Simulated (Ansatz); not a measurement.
## S in Pt(111), 2x2: scattering by a point defect

Wanted: the reflection from a plane of defects, S in Pt(111), 2x2, and the resistivity it implies.

Method: Ansatz plane-wave DFT, PBE, PAW files; ballistic transport by layer matching (Landauer), zero bias; PAW set soft_1, in Ansatz 0.2.0.

## Step 1: The starting structure

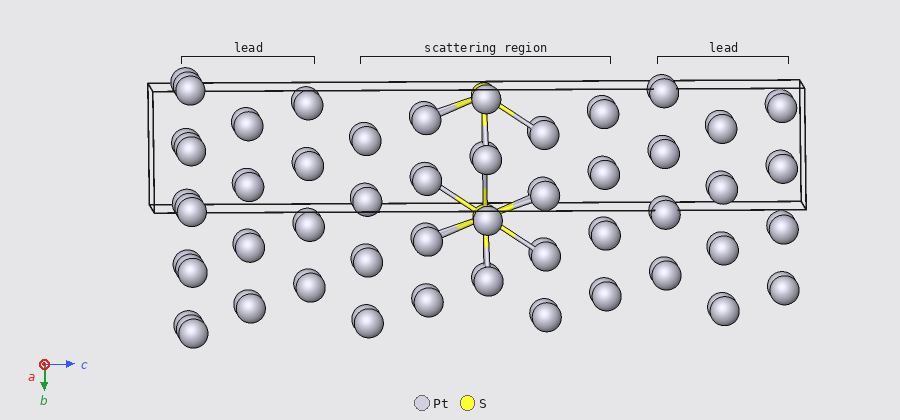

The starting structure, seen from the side, with the c axis across the page (platinum light grey, sulfur yellow). 1×2×1 cells are drawn. Bonds to atoms that aren't drawn are left out. Some periodic images of atoms are drawn too.

The cell holds 44 atoms: 43 Pt and 1 S. Its edges and angles: a = 5.546 Å, b = 5.546 Å, c = 24.958 Å, α = 86.8°, β = 93.2°, γ = 120.0°. It derives from Pt. Regions: lead, 24 atoms (24 Pt); scattering region, 20 atoms (19 Pt and 1 S). The structure is stacked along c, and the current runs across the ab planes.

## Step 2: Transmission at ideal sites

The defect sits in one plane of the supercell, all atoms on ideal sites; the layers about the cell's end are the lead. The mesh across the current, 12×12, is finer than the density's, because channels open and close sharply across the zone. Energies from -0.1 to 0.1 eV in steps of 0.05 eV are too few for the program's thermal sum, so it prints no conductance; for a metal the transmission near the Fermi level serves, at a fraction of the cost.

Contents of input.yaml:

```yaml
crystal:
  lattice:
    - [5.5462627489, 0.0, 0.0]
    - [-2.7731313745, 4.8032044366, 0.0]
    - [-1.3865656872, 0.8005340728, 24.9067751428]
  atoms:
    - { symbol: Pt, position: [0.0075757576, 0.9924242424, 0.0454545455] }
    - { symbol: Pt, position: [0.0075757576, 0.4924242424, 0.0454545455] }
    - { symbol: Pt, position: [0.5075757576, 0.9924242424, 0.0454545455] }
    - { symbol: Pt, position: [0.5075757576, 0.4924242424, 0.0454545455] }
    - { symbol: Pt, position: [0.1893939394, 0.3106060606, 0.1363636364] }
    - { symbol: Pt, position: [0.1893939394, 0.8106060606, 0.1363636364] }
    - { symbol: Pt, position: [0.6893939394, 0.3106060606, 0.1363636364] }
    - { symbol: Pt, position: [0.6893939394, 0.8106060606, 0.1363636364] }
    - { symbol: Pt, position: [0.3712121212, 0.1287878788, 0.2272727273] }
    - { symbol: Pt, position: [0.3712121212, 0.6287878788, 0.2272727273] }
    - { symbol: Pt, position: [0.8712121212, 0.1287878788, 0.2272727273] }
    - { symbol: Pt, position: [0.8712121212, 0.6287878788, 0.2272727273] }
    - { symbol: Pt, position: [0.053030303, 0.946969697, 0.3181818182] }
    - { symbol: Pt, position: [0.053030303, 0.446969697, 0.3181818182] }
    - { symbol: Pt, position: [0.553030303, 0.946969697, 0.3181818182] }
    - { symbol: Pt, position: [0.553030303, 0.446969697, 0.3181818182] }
    - { symbol: Pt, position: [0.2348484848, 0.2651515152, 0.4090909091] }
    - { symbol: Pt, position: [0.2348484848, 0.7651515152, 0.4090909091] }
    - { symbol: Pt, position: [0.7348484848, 0.2651515152, 0.4090909091] }
    - { symbol: Pt, position: [0.7348484848, 0.7651515152, 0.4090909091] }
    - { symbol: S, position: [0.4166666667, 0.0833333333, 0.5] }
    - { symbol: Pt, position: [0.4166666667, 0.5833333333, 0.5] }
    - { symbol: Pt, position: [0.9166666667, 0.0833333333, 0.5] }
    - { symbol: Pt, position: [0.9166666667, 0.5833333333, 0.5] }
    - { symbol: Pt, position: [0.0984848485, 0.9015151515, 0.5909090909] }
    - { symbol: Pt, position: [0.0984848485, 0.4015151515, 0.5909090909] }
    - { symbol: Pt, position: [0.5984848485, 0.9015151515, 0.5909090909] }
    - { symbol: Pt, position: [0.5984848485, 0.4015151515, 0.5909090909] }
    - { symbol: Pt, position: [0.2803030303, 0.2196969697, 0.6818181818] }
    - { symbol: Pt, position: [0.2803030303, 0.7196969697, 0.6818181818] }
    - { symbol: Pt, position: [0.7803030303, 0.2196969697, 0.6818181818] }
    - { symbol: Pt, position: [0.7803030303, 0.7196969697, 0.6818181818] }
    - { symbol: Pt, position: [0.4621212121, 0.0378787879, 0.7727272727] }
    - { symbol: Pt, position: [0.4621212121, 0.5378787879, 0.7727272727] }
    - { symbol: Pt, position: [0.9621212121, 0.0378787879, 0.7727272727] }
    - { symbol: Pt, position: [0.9621212121, 0.5378787879, 0.7727272727] }
    - { symbol: Pt, position: [0.1439393939, 0.8560606061, 0.8636363636] }
    - { symbol: Pt, position: [0.1439393939, 0.3560606061, 0.8636363636] }
    - { symbol: Pt, position: [0.6439393939, 0.8560606061, 0.8636363636] }
    - { symbol: Pt, position: [0.6439393939, 0.3560606061, 0.8636363636] }
    - { symbol: Pt, position: [0.3257575758, 0.1742424242, 0.9545454545] }
    - { symbol: Pt, position: [0.3257575758, 0.6742424242, 0.9545454545] }
    - { symbol: Pt, position: [0.8257575758, 0.1742424242, 0.9545454545] }
    - { symbol: Pt, position: [0.8257575758, 0.6742424242, 0.9545454545] }
kpoints:
  mp_grid: { grid: [5, 5, 1] }
hamiltonian:
  xc: pbe
  pseudopotentials: { kind: paw, azcp: { folder: soft_1 } }
scf:
  occupations: { method: fermi_dirac, width: 0.1 }
output:
  transmission: { leads: [[0, 4]], kmesh: [12, 12], e_range: [-0.1, 0.1], de: 0.05 }
  write_potential: true
  write_density: true
  volumetric_format: npy
  elf: true
```

Started as:

```sh
> ansatz run input.yaml --threads 4 --pin off --max-ram 15360MiB --backend cpu --events-out ev --progress --plain --runs-dir out
```

Numbers of over 12 decimals in the logs are rounded to 6 here.

Log:

```text
Engine: ansatz 0.2.0, aarch64-unknown-linux-gnu
Pseudopotentials: kind: paw
Pseudopotential: Pt, paw, valence charge 18, recommended cutoff 420 eV (normal), soft_1/Pt.paw.azcp
Pseudopotential: S, paw, valence charge 6, recommended cutoff 420 eV (normal), soft_1/S.paw.azcp
Functional definition: PBE
  parameter kappa = 0.804
  parameter beta = 0.066725
  exchange = pbe_x(kappa = kappa, mu = beta*pi^2/3)
  correlation = pbe_c(beta = beta)
Crystal: 44 atoms, lattice volume = 663.512 Å³
Basis set: ecut = 420 eV, 13001 PW (Γ)
Bands: 468, of which v1, the nominal top of the filled ones, is band 390 counted from 1 (389 counted from 0)
Symmetry: 4 space group operations
Space group: C2/m (ITA 12), of the structure as read, at distance tolerance 8.7e-5 Å
k-points: 9 of 25
Non-local potential: Pt, projectors of the file, l = 0: 3, l = 1: 2, l = 2: 2, l = 3: 1
Non-local potential: S, projectors of the file, l = 0: 2, l = 1: 2, l = 2: 1
PAW form: soft (Blöchl's): semilocal exchange-correlation on the pseudo side does not see the compensation charge
PAW one-centre angular grid: Pt, 590 points (default); XC on 64 Gauss nodes
PAW one-centre angular grid: S, 110 points (default); XC on 64 Gauss nodes
Initial density: superposition of atomic densities (chi_scale 0.1, normalization cell, long waves kept (reshape's long-wave potential 0.77 eV rms))
Initial wavefunctions: pseudopotential atomic-orbital guess
Functional: x = pbe(κ = 0.804, μ = 0.219515), c = pbe(β = 0.066725)
SCF iter   1: F=—  HF=-539492.461355 eV  |F-HF|=—  |Δ(HF+E_count)|=         —  Δρ=1.20e-1  dr2=2.58e3  ethr=3.10e-3  ⟨swp⟩=5.4  Hψ=13450  notcnv=0  defer=140
preconditioner: auto → Kerker (q_TF=auto, 2.803 Å⁻¹)  [metal: Δε(μ)=0.010 eV  Ē_g=8.568 eV  σ=0.100 eV  W_gap=0.03  n_scr=268 (ndim 8)  ℏωp=30.1 eV  f_vac=0.000  D(μ)=40.77/eV (n_scr^D=384)]
SCF iter   2: F=—  HF=-539471.700927 eV  |F-HF|=—  |Δ(HF+E_count)|=    2.08e1  Δρ=6.26e-2  dr2=9.59e2  ethr=3.10e-3  ⟨swp⟩=2.0  Hψ=6487  notcnv=0  defer=369
SCF iter   3: F=—  HF=-539464.544852 eV  |F-HF|=—  |Δ(HF+E_count)|=    7.16e0  Δρ=4.38e-2  dr2=2.11e2  ethr=3.10e-3  ⟨swp⟩=2.8  Hψ=8671  notcnv=0  defer=373
SCF iter   4: F=—  HF=-539463.166289 eV  |F-HF|=—  |Δ(HF+E_count)|=    1.38e0  Δρ=1.17e-2  dr2=4.46e1  ethr=3.10e-3  ⟨swp⟩=1.9  Hψ=4527  notcnv=0  defer=373
SCF iter   5: F=—  HF=-539463.083074 eV  |F-HF|=—  |Δ(HF+E_count)|=   8.32e-2  Δρ=9.27e-3  dr2=3.06e1  ethr=3.10e-3  ⟨swp⟩=1.0  Hψ=3947  notcnv=0  defer=373
SCF iter   6: F=—  HF=-539462.995727 eV  |F-HF|=—  |Δ(HF+E_count)|=   8.73e-2  Δρ=5.82e-3  dr2=1.05e1  ethr=3.10e-3  ⟨swp⟩=1.0  Hψ=3829  notcnv=0  defer=373
SCF iter   7: F=—  HF=-539462.961288 eV  |F-HF|=—  |Δ(HF+E_count)|=   3.44e-2  Δρ=1.68e-3  dr2=8.50e-1  ethr=1.35e-3  ⟨swp⟩=1.1  Hψ=4286  notcnv=0  defer=382
SCF iter   8: F=—  HF=-539462.956569 eV  |F-HF|=—  |Δ(HF+E_count)|=   4.72e-3  Δρ=2.43e-4  dr2=2.00e-2  ethr=1.09e-4  ⟨swp⟩=1.7  Hψ=4322  notcnv=0  defer=382
SCF iter   9: F=—  HF=-539462.955927 eV  |F-HF|=—  |Δ(HF+E_count)|=   6.42e-4  Δρ=3.73e-5  dr2=3.74e-4  ethr=2.57e-6  ⟨swp⟩=2.0  Hψ=5360  notcnv=0  defer=382
SCF iter  10: F=—  HF=-539462.955918 eV  |F-HF|=—  |Δ(HF+E_count)|=   8.87e-6  Δρ=8.33e-6  dr2=3.28e-6  ethr=4.79e-8  ⟨swp⟩=1.7  Hψ=4731  notcnv=0  defer=382
SCF iter  11: F=—  HF=-539462.956706 eV  |F-HF|=—  |Δ(HF+E_count)|=   7.88e-4  Δρ=3.44e-6  dr2=1.74e-7  ethr=4.21e-10  ⟨swp⟩=1.9  Hψ=5391  notcnv=0  defer=383
SCF iter  12: F=-539462.956706 eV  HF=-539462.956706 eV  |F-HF|=1.84e-8  |Δ(HF+E_count)|=  4.66e-10  Δρ=7.63e-7  dr2=2.03e-8  ethr=1.28e-11  ⟨swp⟩=10.1  Hψ=15495  notcnv=0
SCF 1 converged in 12 iterations: F = -539462.956706 eV  dr2 = 2.03e-8
  greatest PAW one-centre occupation: 1.000 electrons in one spin orbital (limit 2), on the Pt atom at site 25 (counted from 0), in its partial waves of l = 0
transmission: 192 of 1892 steps passed
transmission: 380 of 1892 steps passed
[...]
transmission: 1892 of 1892 steps passed
SCF converged after 12 iterations
Free energy (F): -539462.956706 eV
Harris-Foulkes:  -539462.956706 eV  (|F-HF|=1.84e-8)
Internal energy: -539460.570277 eV  (E = F + TS)
E sigma→0 (E₀):  -539461.763492 eV
Entropy (-TS):   -2.386428 eV (-54.237 meV/atom)
Fermi energy:    23.133908 eV
--- Per-component energies (eV) ---
  E_band       = -5643.461087
  E_kinetic    = 25795.611503
  E_local      = -64035.105965  (includes V_loc(G=0)·N_el)
  E_nonlocal   = 8803.064494
  E_hartree    = 24612.246968
  E_xc         = -10089.724418
  E_vxc        = -11767.396510  (∫ρ·V_xc dr)
  E_paw        = -408416.132982  (= ΣΔE_a)
  E_vpaw       = -13664.177970  (= ΣTr[D̂ρ^β])
  E_aug_tail   = 0.047934  (compensation charges beyond the density's cutoff)
  E_ewald      = -116130.577811
  E_smearing   = -2.386428  (= −TS)
  E_closure    = 0.000000  (closes the sum)
  Σ components = -539462.956706   (vs F -539462.956706, Δ=0.00e0)
--- Band table (eV; the first three rows and the last of 9) ---
  k-point 0: bands = [... 386 lower, 23.3073, 23.3117, 23.3341, 23.3537, 23.3605, 23.3968, 23.4032, 23.4063, ... 74 higher]
  k-point 1: bands = [... 386 lower, 23.0957, 23.1027, 23.1309, 23.1552, 23.1831, 23.1854, 23.2117, 23.2223, ... 74 higher]
  k-point 2: bands = [... 386 lower, 23.0909, 23.1268, 23.1357, 23.1578, 23.1863, 23.2199, 23.2546, 23.2700, ... 74 higher]
  k-point 8: bands = [... 386 lower, 23.0725, 23.1444, 23.1605, 23.1947, 23.1961, 23.2344, 23.2458, 23.2777, ... 74 higher]
--- Transmission ---
  basis      : 241 plane waves across, 44 finite elements along
  points     : 43, standing for a mesh of 12 x 12
  energies   : 5 from -0.100000 to 0.100000 eV about the Fermi level, 0.050000 eV apart; the leads are filled to 0.000000 eV, and channels, transmission and decay are at 0.000000 eV
  crystal 0  : Pt4, at the sites [0, 4], period 2.2643 Å, over 22.64 Å; its Hamiltonian steps by up to 4.4 meV
    offset         : up to 0.0000 Å between an atom of the period and one for which it stands
    channels       : 7.368056e0 a spin
    conductance    : none, the energies end too early or step too widely for 300 K: set another output.transmission.e_range or a lower de, or, where they end at an eighth of basis.ecutwfc, a higher one
  junction   : crystal 0 to crystal 0, 0.70 to 23.34 Å
    transmission   : 4.796761e0 a spin
    conductance    : none, the energies end too early or step too widely for 300 K: set another output.transmission.e_range or a lower de, or, where they end at an eighth of basis.ecutwfc, a higher one
```

Run time: 7 min. Hardware: 4 threads of Arm Neoverse V1, shared host; peak memory 5.7 GiB; 25 min of CPU time.

Reading the cycles: dr2 is the Hartree energy of the density residual (eV), the measure of convergence; HF is the Harris–Foulkes estimate of the energy, which meets the free energy F at convergence.

Numbers from this step:

```
free energy                                    : -539462.9567 eV
energy at zero smearing                        : -539461.7635 eV
Fermi energy                                   : 23.13 eV
cell area                                      : 26.64 Å²
transmission per spin nearest the Fermi level  : 4.797
open channels per spin nearest the Fermi level : 7.368
step of the lead's potential                   : 4.4 meV
```

Per spin. The transmission, zone mean by energy, zero at the Fermi level:

| energy (eV) | transmission, zone mean |
| --- | --- |
| -0.1000 | 5.30 |
| -0.0500 | 5.03 |
| 0.0000 | 4.80 |
| 0.0500 | 3.94 |
| 0.1000 | 3.47 |

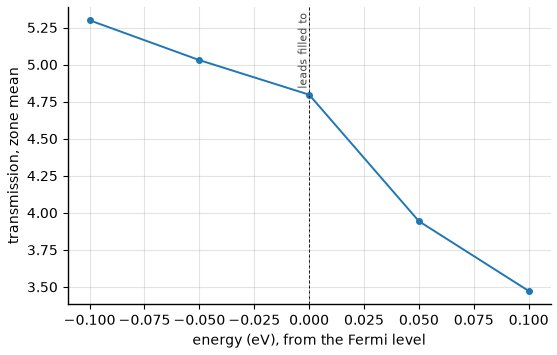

Transmission, zone mean against energy.

Per spin. The open channels, zone mean, lead by energy, zero at the Fermi level:

| energy (eV) | open channels, zone mean, lead |
| --- | --- |
| -0.1000 | 7.89 |
| -0.0500 | 7.57 |
| 0.0000 | 7.37 |
| 0.0500 | 5.98 |
| 0.1000 | 5.35 |

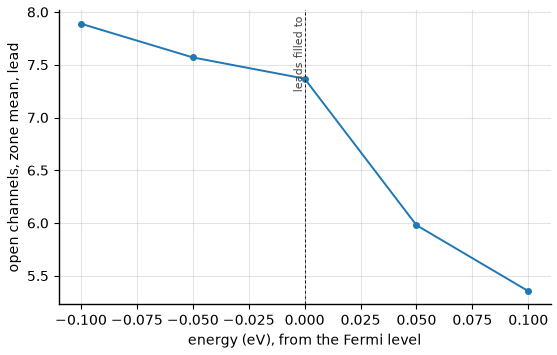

Open channels, zone mean, lead, plotted against energy.

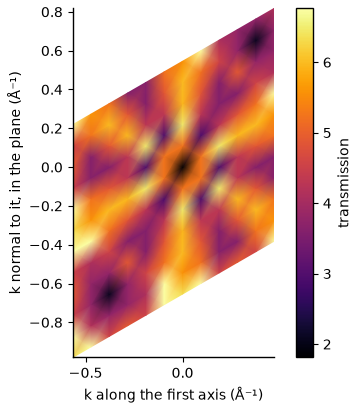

Transmission over k1 and k2. At 0.0000 eV from the Fermi level.

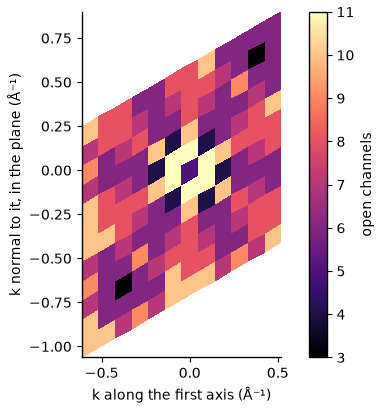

Open channels over k1 and k2. At 0.0000 eV from the Fermi level.

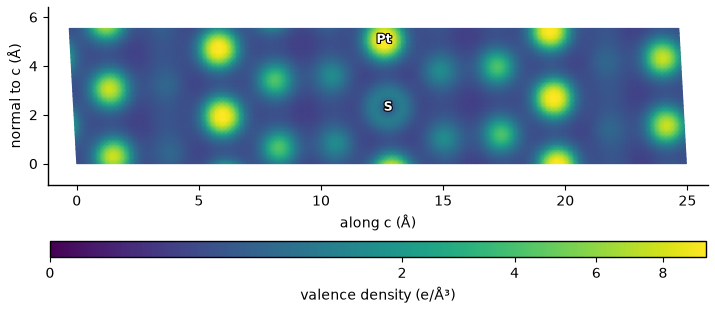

Valence density in the ca plane at fractional y = 0.083, with atoms of S and Pt within 0.2 Å of it. It is the smooth field of the valence electrons, not physical close to the nuclei. The colour scale is stretched toward low values.

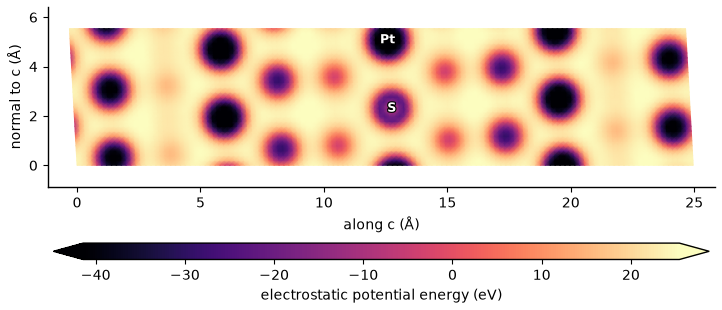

Electrostatic potential energy in the ca plane at fractional y = 0.083, with atoms of S and Pt within 0.2 Å of it. With pseudopotentials it is smooth inside the atoms' cores, unlike the true potential.

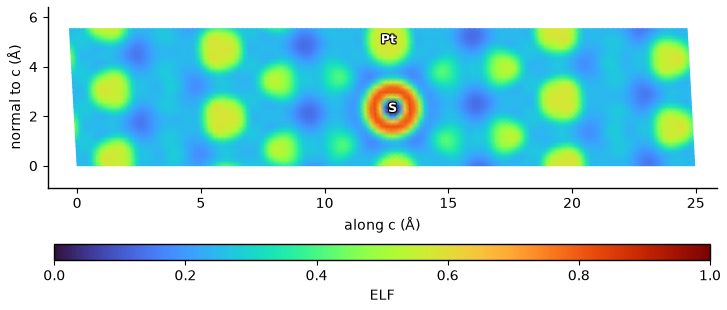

ELF in the ca plane at fractional y = 0.083, with atoms of S and Pt within 0.2 Å of it. It is the smooth field of the valence electrons, not physical close to the nuclei.

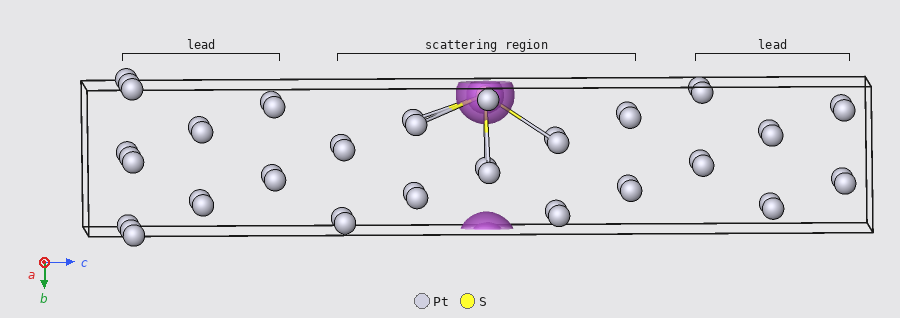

Surface of ELF = 0.74. Bonds to atoms that aren't drawn are left out.

Over the solved energies the transmission per spin lies between 3.47 and 5.30, out of 6.83 channels of the lead on average (up to 7.89).

## Step 3: Resistance at ideal sites

This step: Ansatz plane-wave DFT, PBE, PAW files; ballistic transport by layer matching (Landauer), zero bias; area resistance of the defect plane and resistivity an atomic per cent; PAW set soft_1 (Ansatz 0.2.0).

This step gave:

- area resistance: 0.2560 fΩ m²
- T over the leads' mean channel count: 0.6583
- resistivity per at.% scaled from this dense plane, with the factor 3/4 for isotropic scattering: 3.391 µΩ cm

Averaged over the energies near the Fermi level, 65.8 % of the channels pass, which makes 0.256 fΩ m².

By hand, with T and the leads' channels N averaged over the energies near the Fermi level: RA = A (h/2e²)(1/T − 1/N) = 26.64×10⁻²⁰ m² × 12 906 Ω × (1/4.590 − 1/6.972) = 0.256 fΩ m². Per atomic per cent: RA × A / V_atom × 0.01 × 3/4 = 3.39 µΩ cm, with the host's V_atom = 15.08 Å³.

## Step 4: The same junction, with changed settings

The same run once more with an input made wrong on purpose.

This step: Ansatz plane-wave DFT, PBE, PAW files; ballistic transport by layer matching (Landauer), zero bias; changed: magnetization.spin_polarized = "yes please", scf.max_iter = 80 (Ansatz 0.2.0).

Changes to input.yaml since step 2:

```diff
@@ -57,2 +57,3 @@
   occupations: { method: fermi_dirac, width: 0.1 }
+  max_iter: 80
 output:
@@ -62,2 +63,3 @@
   volumetric_format: npy
-  elf: true
+magnetization:
+  spin_polarized: "yes please"
```

Log:

```text
Error: YAML parse error: error: line 65 column 19: invalid boolean (strict mode expects true/false)
  --> <input>:65:19
   |
63 |   volumetric_format: npy
64 | magnetization:
65 |   spin_polarized: "yes please"
   |                   ^ invalid boolean (strict mode expects true/false)
```

It took 0.02 s on 4 threads; peak memory 0.022 GiB.

The program refused the input before any cycle.

The program's message: “Error: YAML parse error: error: line 65 column 19: invalid boolean (strict mode expects true/false)”

The change that led to it: magnetization.spin_polarized = "yes please".

## Step 5: Summary of results

```
share of channels that pass, rigid                              : 0.658
area resistance, rigid                                          : 0.256 fΩ m²
resistivity per at.% from the area resistance, times 3/4, rigid : 3.39 µΩ cm
```

**Reading.** The plane of defects adds 0.26 fΩ m². Scaled to one atomic per cent that is 4.5 µΩ cm as it stands and 3.4 with the factor 3/4 for isotropic scattering on a spherical Fermi surface; with the reflection in place of the resistance taken as linear in the density it would be 2.2. These are rough estimates of the dilute value, not bounds. One S in each 2x2 cell reflects 34 % of the lead's channels. The defects form a dense periodic sheet that scatters coherently, unlike a dilute random alloy. T and N are means over the solved energies nearest the Fermi level. Spin-orbit coupling is left out, which matters for Pt.

[Logs are printed without paths, hosts, clocks, repeated set-up lines and the standing remarks that a program may print on its own settings, such as how far it seeks lower states.]

[Hosts, paths, dates, database ids (printed as entryN), source tags and the programs' standing remarks are cut or masked in the printed files.]
